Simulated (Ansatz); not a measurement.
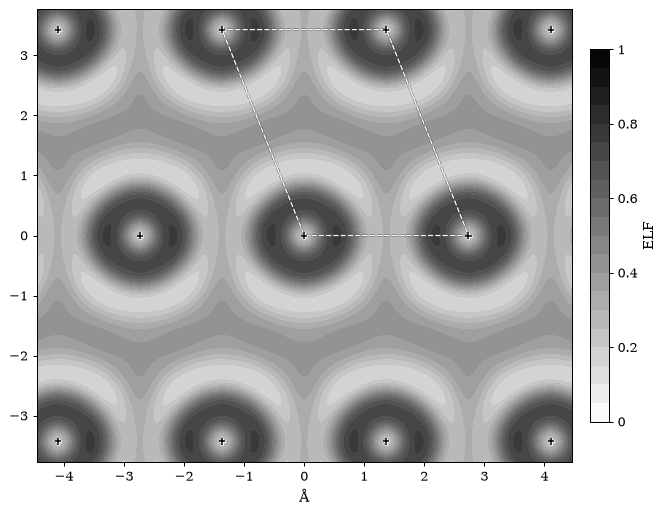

The ELF on a plane through atoms (crosses mark nuclei in the plane).

Level of theory: DFT r2SCAN, scalar-relativistic, plane waves, PAW (Ansatz).

Candidates:
A. Mo, a = 2.74 Å, b = 2.74 Å, c = 2.48 Å, α = 90.00°, β = 90.00°, γ = 120.00°. Space group P6/mmm; a structure from a database of computed crystals, not necessarily the ambient phase; changed on purpose from its base cell (strain +0.000 along x and y, -0.030 along z, atoms carried along); computed pressure about 8 GPa in this cell; computed without spin polarisation.
B. Ta$_{2}$Si, a = 6.18 Å, b = 6.18 Å, c = 5.05 Å, α = 90.00°, β = 90.00°, γ = 90.00°. Space group I4/mcm; a structure from a database of computed crystals, not necessarily the ambient phase.

Q: Which candidate gave the map?

A: Candidate A: Mo on the (101) plane of the conventional cell, which holds Mo. Mo–Mo (2.74 Å): the ELF is about 0.30 at the midpoint.
